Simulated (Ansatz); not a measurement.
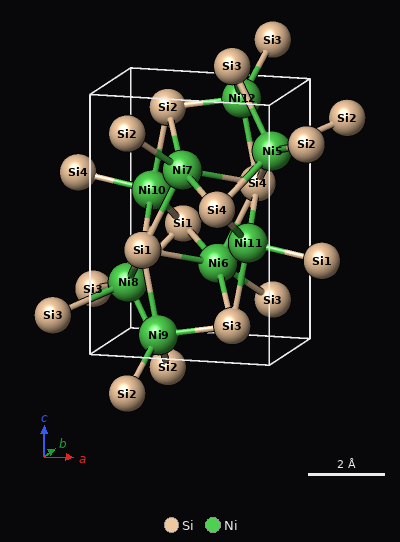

Figure 1. The input geometry (ball-and-stick view of the cell of the calculation, seen slightly off an axis; bonded neighbours outside the cell are drawn too; atoms are numbered from 1 in the order of the input).

# Single-point calculation of Ni2Si (part 1 of 2)

- system: Ni2Si (Pnma, 12 atoms in the cell)
- method: DFT PBE, scalar-relativistic, plane waves, PAW, spin-polarised (Ansatz 0.2.0)

The structure derives from an entry of the Crystallography Open Database. It belongs to a series of runs on one base structure; here: structure reported for this formula (Pnma, No. 62). Figures and captions count atoms from 1; the log counts them from 0 in places.

## The input
```yaml
crystal:
  lattice:
    - [4.99, 0.0, 0.0]
    - [0.0, 3.72, 0.0]
    - [0.0, 0.0, 7.06]
  atoms:
    - { symbol: Si, position: [0.236, 0.25, 0.386] }
    - { symbol: Si, position: [0.264, 0.75, 0.886] }
    - { symbol: Si, position: [0.736, 0.25, 0.114] }
    - { symbol: Si, position: [0.764, 0.75, 0.614] }
    - { symbol: Ni, position: [0.958, 0.25, 0.797], spin: 2.0 }
    - { symbol: Ni, position: [0.542, 0.75, 0.297], spin: 2.0 }
    - { symbol: Ni, position: [0.458, 0.25, 0.703], spin: 2.0 }
    - { symbol: Ni, position: [0.042, 0.75, 0.203], spin: 2.0 }
    - { symbol: Ni, position: [0.325, 0.25, 0.063], spin: 2.0 }
    - { symbol: Ni, position: [0.175, 0.75, 0.563], spin: 2.0 }
    - { symbol: Ni, position: [0.825, 0.25, 0.437], spin: 2.0 }
    - { symbol: Ni, position: [0.675, 0.75, 0.937], spin: 2.0 }
basis:
  ecutwfc: 420
kpoints:
  mp_grid: { grid: [4, 6, 4] }
hamiltonian:
  xc: pbe
scf:
  occupations: { method: gaussian, width: 0.1 }
  lower_state_search: "off"
output:
  forces: true
  stress: true
  eigenvalues: true
  populations: true
magnetization:
  spin_polarized: true
```

Machine: 4 threads of Arm Neoverse V1, 24 GiB of memory available, shared host.

Command:
```bash
ansatz run input.yaml --threads 4 --pin off --max-ram 8192MiB --backend cpu --events-out ev --progress --plain --runs-dir out
```

## What the program printed
```
Engine: ansatz 0.2.0, aarch64-unknown-linux-gnu
Pseudopotentials: kind: paw
Pseudopotential: Si, paw, valence charge 4, recommended cutoff 420 eV (normal), Si.paw.azcp
Pseudopotential: Ni, paw, valence charge 18, recommended cutoff 420 eV (normal), Ni.paw.azcp
Functional definition: PBE
  parameter kappa = 0.804
  parameter beta = 0.06672455060314922
  exchange = pbe_x(kappa = kappa, mu = beta*pi^2/3)
  correlation = pbe_c(beta = beta)
Crystal: 12 atoms, lattice volume = 131.053 Å³
Basis set: ecut = 420 eV, 2571 PW (Γ), exchange–correlation on 72×50×96 points (8 copies of the dense FFT grid, shifted against one another)
Bands: 106, of which v1, the nominal top of the filled ones, is band 80 counted from 1 (79 counted from 0)
Symmetry: 8 space group operations
Space group: Pnma (ITA 62), of the structure as read, at distance tolerance 5.1e-5 Å
Magnetic group: BNS 62.441 (UNI 539), of the structure as read, at distance tolerance 5.1e-5 Å
k-points: 36 of 96
Non-local potential: Si, projectors of the file, l = 0: 2, l = 1: 2, l = 2: 2
Non-local potential: Ni, projectors of the file, l = 0: 3, l = 1: 2, l = 2: 3, l = 3: 1
PAW form: soft (Blöchl's): semilocal exchange-correlation on the pseudo side does not see the compensation charge
PAW one-centre angular grid: Si, 110 points (default); XC on 64 Gauss nodes
PAW one-centre angular grid: Ni, 590 points (default); XC on 64 Gauss nodes
Initial density: superposition of atomic densities (chi_scale 0.1, normalization cell)
Starting moments: Σ|m| = 16 μB on 8 of 12 sites
Initial wavefunctions: pseudopotential atomic-orbital guess
Functional: x = pbe(κ = 0.804, μ = 0.2195149727645171), c = pbe(β = 0.06672455060314922)
SCF iter   1: F=—  HF=-49262.623124 eV  |F-HF|=—  |Δ(HF+E_count)|=         —  Δρ=1.99e-1 (↑1.32e-1 ↓1.99e-1)  dr2=7.04e0  dr2_m=3.25e1  M=3.217 μB ∫|m|=4.789 μB  β_m=0.30  ethr=3.10e-3  ⟨swp⟩=5.4  Hψ=27705  notcnv=0  defer=188
Mixer restart at iter 1: flushing history
preconditioner: auto → Kerker (q_TF=auto, 2.821 Å⁻¹)  [metal: Δε(μ)=0.008 eV  Ē_g=10.008 eV  σ=0.100 eV  W_gap=0.05  n_scr=52 (ndim 8)  ℏωp=31.8 eV  f_vac=0.000  D(μ)=4.58/eV (n_scr^D=36)]
spin=Collinear: Kerker preconditioning applied to the charge; magnetization (m = ρ↑ − ρ↓) channel mixes plain (no charge-response kernel on spin).
spin-set hold released at iteration 1 (the charge has settled, or the pull on large starting moments outlasts its swing): the magnetisation degrees of freedom join the quasi-Newton model from the next iteration; the mixer history was flushed
SCF iter   2: F=—  HF=-49263.968584 eV  |F-HF|=—  |Δ(HF+E_count)|=    1.35e0  Δρ=1.29e-1 (↑1.19e-1 ↓1.29e-1)  dr2=1.64e0  dr2_m=1.83e1  M=2.862 μB ∫|m|=4.261 μB  β_m=0.65  ethr=3.10e-3  ⟨swp⟩=2.4  Hψ=10801  notcnv=0  defer=1122
SCF iter   3: F=—  HF=-49271.476379 eV  |F-HF|=—  |Δ(HF+E_count)|=    7.51e0  Δρ=1.37e-1 (↑6.91e-2 ↓1.37e-1)  dr2=3.28e1  dr2_m=2.08e0  M=0.825 μB ∫|m|=1.547 μB  β_m=0.50  ethr=1.02e-3  ⟨swp⟩=4.0  Hψ=17230  notcnv=0  defer=1122
SCF iter   4: F=—  HF=-49266.575461 eV  |F-HF|=—  |Δ(HF+E_count)|=    4.90e0  Δρ=3.95e-2 (↑2.70e-2 ↓3.95e-2)  dr2=3.43e0  dr2_m=2.97e-1  M=0.445 μB ∫|m|=0.923 μB  β_m=0.37  ethr=1.02e-3  ⟨swp⟩=4.1  Hψ=16318  notcnv=0  defer=1122
SCF iter   5: F=—  HF=-49266.307057 eV  |F-HF|=—  |Δ(HF+E_count)|=   2.68e-1  Δρ=1.32e-2 (↑1.32e-2 ↓7.36e-3)  dr2=6.29e-2  dr2_m=1.10e-1  M=0.316 μB ∫|m|=0.727 μB  β_m=0.69  ethr=1.02e-3  ⟨swp⟩=2.3  Hψ=10428  notcnv=0  defer=1120
SCF iter   6: F=—  HF=-49266.370111 eV  |F-HF|=—  |Δ(HF+E_count)|=   6.31e-2  Δρ=6.87e-3 (↑6.87e-3 ↓3.90e-3)  dr2=6.82e-2  dr2_m=1.05e-2  M=0.086 μB ∫|m|=0.243 μB  β_m=0.84  ethr=3.93e-5  ⟨swp⟩=2.0  Hψ=10463  notcnv=0  defer=1120
SCF iter   7: F=—  HF=-49266.374086 eV  |F-HF|=—  |Δ(HF+E_count)|=   3.98e-3  Δρ=1.59e-3 (↑8.54e-4 ↓1.59e-3)  dr2=5.43e-3  dr2_m=2.79e-4  M=0.003 μB ∫|m|=0.024 μB  β_m=0.79  ethr=3.93e-5  ⟨swp⟩=1.5  Hψ=8311  notcnv=0  defer=1120
SCF iter   8: F=—  HF=-49266.374003 eV  |F-HF|=—  |Δ(HF+E_count)|=   8.27e-5  Δρ=7.92e-4 (↑7.92e-4 ↓6.97e-4)  dr2=1.40e-3  dr2_m=1.12e-4  M=0.004 μB ∫|m|=0.015 μB  β_m=0.90  ethr=3.39e-6  ⟨swp⟩=2.0  Hψ=9421  notcnv=0  defer=1120
SCF iter   9: F=—  HF=-49266.373973 eV  |F-HF|=—  |Δ(HF+E_count)|=   2.97e-5  Δρ=1.16e-4 (↑7.60e-5 ↓1.16e-4)  dr2=2.10e-5  dr2_m=3.02e-6  M=0.001 μB ∫|m|=0.003 μB  β_m=0.84  ethr=8.78e-7  ⟨swp⟩=2.2  Hψ=8785  notcnv=0  defer=1120
SCF iter  10: F=—  HF=-49266.373964 eV  |F-HF|=—  |Δ(HF+E_count)|=   9.02e-6  Δρ=2.40e-4 (↑2.27e-4 ↓2.40e-4)  dr2=2.33e-4  dr2_m=1.16e-7  M=0.000 μB ∫|m|=0.001 μB  β_m=0.84  ethr=1.31e-8  ⟨swp⟩=2.0  Hψ=12378  notcnv=0  defer=1120
SCF iter  11: F=—  HF=-49266.373948 eV  |F-HF|=—  |Δ(HF+E_count)|=   1.65e-5  Δρ=4.72e-5 (↑2.59e-5 ↓4.72e-5)  dr2=5.59e-6  dr2_m=1.99e-7  M=0.000 μB ∫|m|=0.001 μB  β_m=0.67  ethr=1.31e-8  ⟨swp⟩=2.0  Hψ=9543  notcnv=0  defer=1120
SCF iter  12: F=—  HF=-49266.373948 eV  |F-HF|=—  |Δ(HF+E_count)|=   4.35e-7  Δρ=2.08e-5 (↑2.08e-5 ↓1.19e-5)  dr2=9.32e-7  dr2_m=3.79e-8  M=-0.000 μB ∫|m|=0.000 μB  β_m=0.83  ethr=3.49e-9  ⟨swp⟩=2.0  Hψ=8173  notcnv=0  defer=1120
iter 13 did not close the SCF: its close was put off for a magnetic moment that had not settled (scf_convergence_deferred on its scf_iter line)
SCF iter  13: F=-49266.373947 eV  HF=-49266.373947 eV  |F-HF|=7.58e-9  |Δ(HF+E_count)|=   3.91e-8  Δρ=3.83e-6 (↑3.83e-6 ↓2.35e-6)  dr2=1.75e-8  dr2_m=6.07e-9  M=-0.000 μB ∫|m|=0.000 μB  β_m=0.92  ethr=6.25e-11  ⟨swp⟩=9.3  Hψ=38994  notcnv=0
iter 14 did not close the SCF: its close was put off for a magnetic moment that had not settled (scf_convergence_deferred on its scf_iter line)
SCF iter  14: F=-49266.373947 eV  HF=-49266.373947 eV  |F-HF|=1.66e-9  |Δ(HF+E_count)|=  9.09e-10  Δρ=9.42e-7 (↑9.42e-7 ↓8.52e-7)  dr2=2.32e-9  dr2_m=2.37e-10  M=-0.000 μB ∫|m|=0.000 μB  β_m=0.96  ethr=1.10e-11  ⟨swp⟩=2.0  Hψ=19975  notcnv=0
SCF iter  15: F=-49266.373947 eV  HF=-49266.373947 eV  |F-HF|=8.00e-11  |Δ(HF+E_count)|=  2.55e-10  Δρ=1.59e-7 (↑1.09e-7 ↓1.59e-7)  dr2=1.12e-10  dr2_m=1.93e-12  M=-0.000 μB ∫|m|=0.000 μB  ethr=1.45e-12  ⟨swp⟩=1.1  Hψ=17355  notcnv=0
WARN: the starting moments were not kept: the SCF closed with an absolute magnetisation of 2.6e-6 μB, where they sum to 16 μB in size (8 sites). That is at most 0.1 of that sum. Measured as dr2_m measures the in/out step, that magnetisation stands 1.2e-12 eV from none, at or under the dr2_threshold of 1.0e-7 eV: it is no larger than a step whose dr2_m would equal this threshold. The system may hold no moment; this SCF shows only that its start led to no more than that. To try another start: raise the starting moments (crystal.atoms[].spin, magnetization.per_species, magnetization.initial_magnetization, or on a non-collinear deck that types none of these the spinor_matrix: blocks that start its atoms; where the total moment is fixed, keep their sum and leave initial_magnetization as it is; typed ones take the place of any that the run laid by itself, positive ones on a crystal's lanthanoids without a Hubbard term where scf.initial_density.shell_occupations: [] is typed) or, if the notice of its spin-set hold's release reads "site moments contracting" or "site moments show no strong build", lengthen the hold (scf.mixing.spin_hold: { on: { confirm: 4 } }; for m-r²SCAN on two components see the key's manual first). Each may lead to a state that holds a moment. A second SCF, from the converged charge density, with the starting moments and any scf.initial_density.shell_occupations laid on it anew, would have followed, and was not run: the deck does not ask for one (magnetization.retry_lost_moments is false, the default). To let it run, set magnetization.retry_lost_moments: true and run the deck again, where that key's refused combinations let it; where memory then withholds it, that run's warning says so.
SCF 1 converged in 15 iterations: F = -49266.373947 eV  dr2 = 1.12e-10
  greatest PAW one-centre occupation: 1.001 electrons in one spin orbital (limit 2), on the Ni atom at site 10 (counted from 0), in its partial waves of l = 1
```

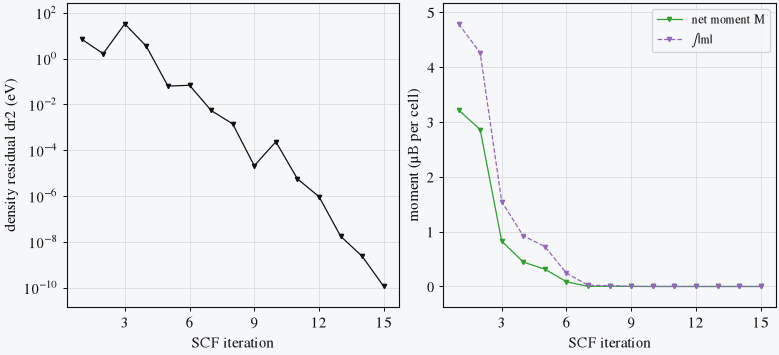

Figure 2. Convergence of the self-consistent field: density residual dr2 and magnetic moment against the SCF iteration. The residual falls unevenly and jumps up by a factor of two or more 2 times on the way down. The net moment goes from 3.2 to 0.0 μB per cell, and ∫|m| falls to zero.

```
SCF converged after 15 iterations
Magnetization: -0.0000 μB (80.0000 up, 80.0000 down)
Absolute magnetization: 0.0000 μB (∫|ρ↑−ρ↓|, with the PAW one-centre terms)
Spin contamination: 0.0000 ħ² per cell (⟨S²⟩ above its minimum at these occupations)
Per-site moments (μB) at R_I (Å): [(-6.102510388650623e-8, 0.8589308918210933), (-6.102510338147461e-8, 0.858930891821093), (-6.102510387033503e-8, 0.858930891821093), (-6.102510341375693e-8, 0.858930891821093), (1.7729001872383944e-9, 1.0159526206254035), (1.7729008822464457e-9, 1.0159526206254033), (1.77290058871989e-9, 1.0159526206254035), (1.7729008959661442e-9, 1.0159526206254033), (-2.7622984987422987e-7, 0.858930891821093), (-2.7622984938927036e-7, 0.858930891821093), (-2.762298497629507e-7, 0.8589308918210933), (-2.762298492385404e-7, 0.858930891821093)]
Free energy (F): -49266.373947 eV
Harris-Foulkes:  -49266.373947 eV  (|F-HF|=8.00e-11)
Internal energy: -49266.342615 eV  (E = F + TS)
E sigma→0 (E₀):  -49266.358281 eV
Entropy (-TS):   -0.031333 eV (-2.611 meV/atom)
Fermi energy:    17.266361 eV
--- Per-component energies (eV) ---
  E_band       = -2306.145208
  E_kinetic    = 2463.160011
  E_local      = -31803.810828  (includes V_loc(G=0)·N_el)
  E_nonlocal   = 5200.329367
  E_hartree    = 13581.666059
  E_xc         = -913.586127
  E_vxc        = -1081.410171  (∫ρ·V_xc dr)
  E_paw        = -15107.873144  (= ΣΔE_a)
  E_vpaw       = -4247.749429  (= ΣTr[D̂ρ^β])
  E_aug_tail   = 0.004054  (compensation charges beyond the density's cutoff)
  E_ewald      = -22686.232005
  E_smearing   = -0.031333  (= −TS)
  E_closure    = 0.000000  (closes the sum)
  Σ components = -49266.373947   (vs F -49266.373947, Δ=0.00e0)
--- Forces (eV/Å), atoms counted from 1 ---
  atom   1  Si     2.70346812    -0.00000000    -0.69408495
  atom   2  Si    -2.70346812    -0.00000000    -0.69408495
  atom   3  Si     2.70346812     0.00000000     0.69408495
  atom   4  Si    -2.70346812     0.00000000     0.69408495
  atom   5  Ni     0.50943844     0.00000000     0.24757675
  atom   6  Ni    -0.50943844     0.00000000     0.24757675
  atom   7  Ni     0.50943844     0.00000000    -0.24757675
  atom   8  Ni    -0.50943844     0.00000000    -0.24757675
  atom   9  Ni    -1.46918303     0.00000000    -0.09070730
  atom  10  Ni     1.46918303     0.00000000    -0.09070730
  atom  11  Ni    -1.46918303     0.00000000     0.09070730
  atom  12  Ni     1.46918303     0.00000000     0.09070730
  max |Σ_I F_I| component: 4.44e-16 eV/Å
--- Stress (GPa, compression-positive) ---
       19.447602       0.000000       0.000000
        0.000000       3.912420       0.000000
        0.000000       0.000000       0.311919
  P = ⅓ Tr σ = 7.8906 GPa (78.906 kbar)
--- Band table (eV; the first three rows and the last of 72) ---
```
